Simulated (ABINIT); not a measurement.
## AlN: geometry relaxation (part 1 of 4)

AlN (4 atoms in the cell), computed with Kohn-Sham DFT of a periodic cell, PBE, PseudoDojo NC SR PBE v0.4.1 standard, no spin polarisation (ABINIT 10.8.3).

The structure derives from an entry of the Crystallography Open Database.

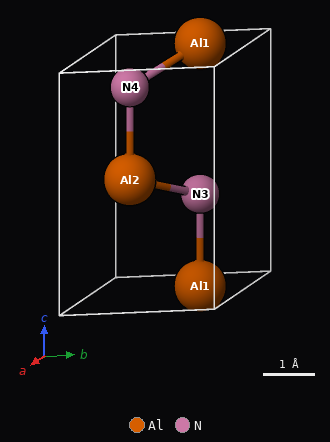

**Figure 1.** The input geometry (ball-and-stick view of the cell of the calculation, seen slightly off an axis; atoms are numbered from 1 in the order of the input). Near neighbours in the crystal (not all of them lie inside the picture): Al has 4 N at 1.89 Å; N has 4 Al at 1.89 Å.

**Input file**
```
pp_dirpath "./"
pseudos "Al.upf, N.upf"

acell 3*1.0
rprim
     5.8827174260     0.0000000000     0.0000000000
    -2.9413587130     5.0945827342     0.0000000000
     0.0000000000     0.0000000000     9.4127258268
ntypat 2
znucl 13 7
natom 4
typat 1 1 2 2
xred
     0.3333333333     0.6666666667     0.0000000000
     0.6666666667     0.3333333333     0.5000000000
     0.3333333333     0.6666666667     0.3800000000
     0.6666666667     0.3333333333     0.8800000000
chkprim 0
chksymtnons 0
tolsym 1.0e-6

ecut 1142.878222 eV

kptopt 1
ngkpt 10 10 6
nshiftk 1
shiftk 0.0 0.0 0.0

ixc 11

nband 12
occopt 3
tsmear 0.00183747

nstep 100
tolvrs 1.0e-10

iomode 3
prtwf 0
prtden 0
prteig 0
prtebands 0
enunit 2

ionmov 2
ntime 60
tolmxf 5.0e-5
optcell 2
dilatmx 1.08
ecutsm 0.5
```

Launched with:
```bash
abinit run.abi > log 2>&1
```

**The program's output**
```
.Version 10.8.3 of ABINIT
 Symmetries : space group P6_3 m c (#186); Bravais hP (primitive hexag.)
================================================================================
 Values of the parameters that define the memory need of the present run
     intxc =       0    ionmov =       2      iscf =       7    lmnmax =       6
     lnmax =       6     mgfft =      60  mpssoang =       3    mqgrid =    3001
     natom =       4  nloc_mem =       1    nspden =       1   nspinor =       1
    nsppol =       1      nsym =      12    n1xccc =    2501    ntypat =       2
    occopt =       3   xclevel =       2
       mpw =        4661          nfft =       96000          nkpt =          56
================================================================================
================================================================================

--------------------------------------------------------------------------------
------------- Echo of variables that govern the present computation ------------
--------------------------------------------------------------------------------
 -outvars: echo values of preprocessed input variables --------
            acell      1.0000000000E+00  1.0000000000E+00  1.0000000000E+00 Bohr
              amu      2.69815390E+01  1.40067400E+01
          chkprim           0
      chksymtnons           0
          dilatmx      1.08000000E+00
             ecut      4.20000000E+01 Hartree
           ecutsm      5.00000000E-01 Hartree
           enunit           2
           ionmov           2
                       outvar_i_n : Printing only first  50 k-points.
              ixc          11
                       outvar_i_n : Printing only first  50 k-points.
         kptrlatt       10    0    0      0   10    0      0    0    6
          kptrlen      5.64763550E+01
            natom           4
            nband          12
            ngfft          40      40      60
             nkpt          56
            nstep         100
             nsym          12
            ntime          60
           ntypat           2
                       prtocc : prtvol=0, do not print more k-points.
           occopt           3
          optcell           2
           prtden           0
        prtebands           0
           prteig           0
            prtwf           0
            rprim      5.8827174260E+00  0.0000000000E+00  0.0000000000E+00
                      -2.9413587130E+00  5.0945827342E+00  0.0000000000E+00
                       0.0000000000E+00  0.0000000000E+00  9.4127258268E+00
          spgroup         186
           tolsym      1.00000000E-06
           tolvrs      1.00000000E-10
           tsmear      1.83747000E-03 Hartree
            typat      1  1  2  2
                       outvars : Printing only first  50 k-points.
           xangst     -1.2904562770E-16  1.7972913868E+00 -1.3825052205E-16
                       1.5564999990E+00  8.9864569339E-01  2.4904999983E+00
                      -1.2904562770E-16  1.7972913868E+00  1.8927799987E+00
                       1.5564999990E+00  8.9864569339E-01  4.3832799970E+00
            xcart     -2.4386089411E-16  3.3963884895E+00 -2.6125562343E-16
                       2.9413587130E+00  1.6981942447E+00  4.7063629134E+00
                      -2.4386089411E-16  3.3963884895E+00  3.5768358142E+00
                       2.9413587130E+00  1.6981942447E+00  8.2831987276E+00
             xred      3.3333333333E-01  6.6666666667E-01 -2.7755575616E-17
                       6.6666666667E-01  3.3333333333E-01  5.0000000000E-01
                       3.3333333333E-01  6.6666666667E-01  3.8000000000E-01
                       6.6666666667E-01  3.3333333333E-01  8.8000000000E-01
            znucl       13.00000    7.00000

================================================================================

 chkinp: Checking input parameters for consistency.

================================================================================
== DATASET  1 ==================================================================

--- !DatasetInfo
iteration_state: {dtset: 1, }
dimensions: {natom: 4, nkpt: 56, mband: 12, nsppol: 1, nspinor: 1, nspden: 1, mpw: 4661, }
cutoff_energies: {ecut:  42.0, pawecutdg:  -1.0, }
electrons: {nelect:   1.60000000E+01, charge:   0.00000000E+00, occopt:   3.00000000E+00, tsmear:   1.83747000E-03, }
meta: {optdriver: 0, ionmov: 2, optcell: 2, iscf: 7, paral_kgb: 0, }
...

 Exchange-correlation functional for the present dataset will be:
  GGA: Perdew-Burke-Ernzerhof functional - ixc=11
  J.P.Perdew, K.Burke, M.Ernzerhof, PRL 77, 3865 (1996)

 Real(R)+Recip(G) space primitive vectors, cartesian coordinates (Bohr,Bohr^-1):
 R(1)=  5.8827174  0.0000000  0.0000000  G(1)=  0.1699895  0.0981435  0.0000000
 R(2)= -2.9413587  5.0945827  0.0000000  G(2)=  0.0000000  0.1962869  0.0000000
 R(3)=  0.0000000  0.0000000  9.4127258  G(3)=  0.0000000  0.0000000  0.1062392
 Unit cell volume ucvol=  2.8209930E+02 bohr^3
 Angles (23,13,12)=  9.00000000E+01  9.00000000E+01  1.20000000E+02 degrees

 getcut: wavevector=  0.0000  0.0000  0.0000  ngfft=  40  40  60
         ecut(hartree)=     48.989   => boxcut(ratio)=   2.02312

--- Pseudopotential description ------------------------------------------------
- pspini: atom type   1  psp file is ./Al.upf
12 -101130 2 -1 1876                          pspcod,pspxc,lmax,lloc,mmax
     nproj     2     2     2

- pspini: atom type   2  psp file is ./N.upf
12 -101130 1 -1 1058                          pspcod,pspxc,lmax,lloc,mmax
     nproj     2     2     0

   2.97317893E+02                                ecore*ucvol(ha*bohr**3)
--------------------------------------------------------------------------------

================================================================================

=== [ionmov= 2] Broyden-Fletcher-Goldfarb-Shanno method (forces)
================================================================================

--- Iteration: ( 1/60) Internal Cycle: (1/1)
--------------------------------------------------------------------------------

---SELF-CONSISTENT-FIELD CONVERGENCE--------------------------------------------

--- !BeginCycle
iteration_state: {dtset: 1, itime: 1, icycle: 1, }
solver: {iscf: 7, nstep: 100, nline: 4, wfoptalg: 0, }
tolerances: {tolvrs: 1.00E-10, }
...

     iter   Etot(hartree)      deltaE(h)  residm     vres2
 ETOT  1  -25.262244689536    -2.526E+01 7.105E-02 1.469E+03
 ETOT  2  -25.351891698925    -8.965E-02 2.786E-02 1.141E+03
 ETOT  3  -25.587898239677    -2.360E-01 2.682E-02 1.477E+00
 ETOT  4  -25.588451308120    -5.531E-04 5.176E-03 2.938E-02
 ETOT  5  -25.588453120758    -1.813E-06 2.036E-03 3.595E-03
 ETOT  6  -25.588453344254    -2.235E-07 3.036E-03 4.954E-05
 ETOT  7  -25.588453353796    -9.542E-09 3.036E-04 2.588E-06
 ETOT  8  -25.588453354099    -3.035E-10 3.345E-04 2.029E-07
 ETOT  9  -25.588453354141    -4.144E-11 7.152E-05 3.876E-09
 ETOT 10  -25.588453354141    -7.176E-13 7.559E-05 2.748E-11

 At SCF step   10       vres2   =  2.75E-11 < tolvrs=  1.00E-10 =>converged.

 Cartesian components of stress tensor (hartree/bohr^3)
  sigma(1 1)= -9.60232591E-05  sigma(3 2)=  0.00000000E+00
  sigma(2 2)= -9.60232591E-05  sigma(3 1)=  0.00000000E+00
  sigma(3 3)= -1.51851361E-04  sigma(2 1)=  0.00000000E+00

--- !ResultsGS
iteration_state: {dtset: 1, itime: 1, icycle: 1, }
comment   : Summary of ground state results
lattice_vectors:
- [  5.8827174,   0.0000000,   0.0000000, ]
- [ -2.9413587,   5.0945827,   0.0000000, ]
- [  0.0000000,   0.0000000,   9.4127258, ]
lattice_lengths: [   5.88272,    5.88272,    9.41273, ]
lattice_angles: [ 90.000,  90.000, 120.000, ] # degrees, (23, 13, 12)
lattice_volume:   2.8209930E+02
convergence: {deltae: -7.176E-13, res2:  2.748E-11, residm:  7.559E-05, diffor: null, }
etotal    :  -2.55884534E+01
entropy   :   0.00000000E+00
fermie    :   2.57553229E-01
cartesian_stress_tensor: # hartree/bohr^3
- [ -9.60232591E-05,   0.00000000E+00,   0.00000000E+00, ]
- [  0.00000000E+00,  -9.60232591E-05,   0.00000000E+00, ]
- [  0.00000000E+00,   0.00000000E+00,  -1.51851361E-04, ]
pressure_GPa:   3.3726E+00
xred      :
- [  3.3333E-01,   6.6667E-01,  -2.7756E-17, Al]
- [  6.6667E-01,   3.3333E-01,   5.0000E-01, Al]
- [  3.3333E-01,   6.6667E-01,   3.8000E-01,  N]
- [  6.6667E-01,   3.3333E-01,   8.8000E-01,  N]
cartesian_forces: # hartree/bohr
- [  7.15189573E-31,  -2.89040425E-30,  -2.53769689E-03, ]
- [ -7.15189573E-31,  -3.71623403E-30,  -2.53769689E-03, ]
- [ -0.00000000E+00,  -3.30331914E-30,   2.53769689E-03, ]
- [ -0.00000000E+00,   9.90995741E-30,   2.53769689E-03, ]
force_length_stats: {min:   2.53769689E-03, max:   2.53769689E-03, mean:   2.53769689E-03, }
...

 Integrated electronic density in atomic spheres:
 ------------------------------------------------
 Atom  Sphere_radius  Integrated_density
    1        2.00000          1.09944639
    2        2.00000          1.09944639
    3        2.00000          5.38408197
    4        2.00000          5.38408197

---OUTPUT-----------------------------------------------------------------------

 Cartesian coordinates (xcart) [bohr]
 -2.43860894107624E-16  3.39638848946667E+00 -2.61255623434931E-16
  2.94135871300000E+00  1.69819424473333E+00  4.70636291340000E+00
 -2.43860894107624E-16  3.39638848946667E+00  3.57683581418400E+00
  2.94135871300000E+00  1.69819424473333E+00  8.28319872758400E+00
 Reduced coordinates (xred)
  3.33333333333333E-01  6.66666666666667E-01 -2.77555756156289E-17
  6.66666666666667E-01  3.33333333333333E-01  5.00000000000000E-01
  3.33333333333333E-01  6.66666666666667E-01  3.80000000000000E-01
  6.66666666666667E-01  3.33333333333333E-01  8.80000000000000E-01
 Cartesian forces (fcart) [Ha/bohr]; max,rms= 2.53770E-03 1.46514E-03 (free atoms)
  7.15189572523712E-31 -2.89040424552804E-30 -2.53769689383123E-03
 -7.15189572523712E-31 -3.71623402996463E-30 -2.53769689383123E-03
 -0.00000000000000E+00 -3.30331913774634E-30  2.53769689383123E-03
 -0.00000000000000E+00  9.90995741323901E-30  2.53769689383123E-03
 Gradient of E wrt nuclear positions in reduced coordinates (gred)
 -4.20725816117873E-30  1.68290326447149E-29  2.38866450931553E-02
  4.20725816117873E-30  1.68290326447149E-29  2.38866450931553E-02
  0.00000000000000E+00  1.68290326447149E-29 -2.38866450931553E-02
 -0.00000000000000E+00 -5.04870979341447E-29 -2.38866450931553E-02
 Scale of Primitive Cell (acell) [bohr]
  1.00000000000000E+00  1.00000000000000E+00  1.00000000000000E+00
 Real space primitive translations (rprimd) [bohr]
  5.88271742600000E+00  0.00000000000000E+00  0.00000000000000E+00
 -2.94135871300000E+00  5.09458273420000E+00  0.00000000000000E+00
  0.00000000000000E+00  0.00000000000000E+00  9.41272582680000E+00
 Unitary Cell Volume (ucvol) [Bohr^3]=  2.82099304819503E+02
 Angles (23,13,12)= [degrees]
  9.00000000000000E+01  9.00000000000000E+01  1.20000000000007E+02
 Lengths [Bohr]
  5.88271742600000E+00  5.88271742599879E+00  9.41272582680000E+00
 Stress tensor in cartesian coordinates (strten) [Ha/bohr^3]
 -9.60232590866920E-05  0.00000000000000E+00  0.00000000000000E+00
  0.00000000000000E+00 -9.60232590846858E-05  0.00000000000000E+00
  0.00000000000000E+00  0.00000000000000E+00 -1.51851360893667E-04
 Total energy (etotal) [Ha]= -2.55884533541415E+01

--- Iteration: ( 2/60) Internal Cycle: (1/1)
--------------------------------------------------------------------------------

---SELF-CONSISTENT-FIELD CONVERGENCE--------------------------------------------

--- !BeginCycle
iteration_state: {dtset: 1, itime: 2, icycle: 1, }
solver: {iscf: 7, nstep: 100, nline: 4, wfoptalg: 0, }
tolerances: {tolvrs: 1.00E-10, }
...

     iter   Etot(hartree)      deltaE(h)  residm     vres2
 ETOT  1  -25.587467336975    -2.559E+01 2.044E-05 6.900E+00
 ETOT  2  -25.587704322729    -2.370E-04 5.576E-05 4.684E+00
 ETOT  3  -25.588710550249    -1.006E-03 6.602E-05 3.082E-02
 ETOT  4  -25.588715026821    -4.477E-06 2.898E-05 7.959E-04
 ETOT  5  -25.588715087814    -6.099E-08 5.776E-05 1.993E-05
 ETOT  6  -25.588715089698    -1.885E-09 2.623E-05 2.136E-07
 ETOT  7  -25.588715089719    -2.060E-11 5.342E-05 1.057E-08
 ETOT  8  -25.588715089720    -1.716E-12 2.294E-05 7.056E-11

 At SCF step    8       vres2   =  7.06E-11 < tolvrs=  1.00E-10 =>converged.

 Cartesian components of stress tensor (hartree/bohr^3)
  sigma(1 1)= -3.61603767E-05  sigma(3 2)=  0.00000000E+00
  sigma(2 2)= -3.61603767E-05  sigma(3 1)=  0.00000000E+00
  sigma(3 3)= -5.83401355E-05  sigma(2 1)=  0.00000000E+00

--- !ResultsGS
iteration_state: {dtset: 1, itime: 2, icycle: 1, }
comment   : Summary of ground state results
lattice_vectors:
- [  5.8996638,   0.0000000,   0.0000000, ]
- [ -2.9498319,   5.1092587,   0.0000000, ]
- [  0.0000000,   0.0000000,   9.4556059, ]
lattice_lengths: [   5.89966,    5.89966,    9.45561, ]
lattice_angles: [ 90.000,  90.000, 120.000, ] # degrees, (23, 13, 12)
lattice_volume:   2.8501946E+02
convergence: {deltae: -1.716E-12, res2:  7.056E-11, residm:  2.294E-05, diffor: null, }
etotal    :  -2.55887151E+01
entropy   :   0.00000000E+00
fermie    :   2.53547843E-01
cartesian_stress_tensor: # hartree/bohr^3
- [ -3.61603767E-05,   0.00000000E+00,   0.00000000E+00, ]
- [  0.00000000E+00,  -3.61603767E-05,   0.00000000E+00, ]
- [  0.00000000E+00,   0.00000000E+00,  -5.83401355E-05, ]
pressure_GPa:   1.2814E+00
xred      :
- [  3.3333E-01,   6.6667E-01,  -2.6960E-04, Al]
- [  6.6667E-01,   3.3333E-01,   4.9973E-01, Al]
- [  3.3333E-01,   6.6667E-01,   3.8027E-01,  N]
- [  6.6667E-01,   3.3333E-01,   8.8027E-01,  N]
cartesian_forces: # hartree/bohr
- [  1.78283811E-31,   3.08796619E-31,  -1.31542689E-03, ]
- [ -5.34851434E-31,  -9.26389858E-31,  -1.31542689E-03, ]
- [  1.78283811E-31,   3.08796619E-31,   1.31542689E-03, ]
- [  1.78283811E-31,   3.08796619E-31,   1.31542689E-03, ]
force_length_stats: {min:   1.31542689E-03, max:   1.31542689E-03, mean:   1.31542689E-03, }
...

 Integrated electronic density in atomic spheres:
 ------------------------------------------------
 Atom  Sphere_radius  Integrated_density
    1        2.00000          1.08285651
    2        2.00000          1.08285651
    3        2.00000          5.37270107
    4        2.00000          5.37270107

---OUTPUT-----------------------------------------------------------------------

 Cartesian coordinates (xcart) [bohr]
 -3.20070753214352E-16  3.40617245822306E+00 -2.54925747563741E-03
  2.94983187849287E+00  1.70308622911153E+00  4.72525368432214E+00
 -3.20070753214352E-16  3.40617245822306E+00  3.59567949324195E+00
  2.94983187849287E+00  1.70308622911153E+00  8.32348243503973E+00
 Reduced coordinates (xred)
  3.33333333333333E-01  6.66666666666667E-01 -2.69602763378716E-04
  6.66666666666667E-01  3.33333333333333E-01  4.99730397236621E-01
  3.33333333333333E-01  6.66666666666667E-01  3.80269602763379E-01
  6.66666666666667E-01  3.33333333333333E-01  8.80269602763379E-01
 Cartesian forces (fcart) [Ha/bohr]; max,rms= 1.31543E-03 7.59462E-04 (free atoms)
  1.78283811352679E-31  3.08796619429950E-31 -1.31542688518225E-03
 -5.34851434058037E-31 -9.26389858289850E-31 -1.31542688518225E-03
  1.78283811352679E-31  3.08796619429950E-31  1.31542688518225E-03
  1.78283811352679E-31  3.08796619429950E-31  1.31542688518225E-03
 Gradient of E wrt nuclear positions in reduced coordinates (gred)
 -1.05181454029468E-30 -1.05181454029468E-30  1.24381581949690E-02
  3.15544362088405E-30  3.15544362088405E-30  1.24381581949690E-02
 -1.05181454029468E-30 -1.05181454029468E-30 -1.24381581949690E-02
 -1.05181454029468E-30 -1.05181454029468E-30 -1.24381581949690E-02
 Scale of Primitive Cell (acell) [bohr]
  5.89966375698574E+00  5.89966375698452E+00  9.45560588359556E+00
 Real space primitive translations (rprimd) [bohr]
  5.89966375698574E+00  0.00000000000000E+00  0.00000000000000E+00
 -2.94983187849287E+00  5.10925868733459E+00  0.00000000000000E+00
  0.00000000000000E+00  0.00000000000000E+00  9.45560588359556E+00
 Unitary Cell Volume (ucvol) [Bohr^3]=  2.85019461095998E+02
 Angles (23,13,12)= [degrees]
  9.00000000000000E+01  9.00000000000000E+01  1.20000000000007E+02
 Lengths [Bohr]
  5.89966375698574E+00  5.89966375698452E+00  9.45560588359556E+00
 Stress tensor in cartesian coordinates (strten) [Ha/bohr^3]
 -3.61603767388800E-05  0.00000000000000E+00  0.00000000000000E+00
  0.00000000000000E+00 -3.61603767368834E-05  0.00000000000000E+00
  0.00000000000000E+00  0.00000000000000E+00 -5.83401354572822E-05
 Total energy (etotal) [Ha]= -2.55887150897204E+01

 Difference of energy with previous step (new-old):
           Absolute (Ha)=-2.61736E-04
           Relative     =-1.02286E-05

--- Iteration: ( 3/60) Internal Cycle: (1/1)
--------------------------------------------------------------------------------

---SELF-CONSISTENT-FIELD CONVERGENCE--------------------------------------------

--- !BeginCycle
iteration_state: {dtset: 1, itime: 3, icycle: 1, }
solver: {iscf: 7, nstep: 100, nline: 4, wfoptalg: 0, }
tolerances: {tolvrs: 1.00E-10, }
...
```
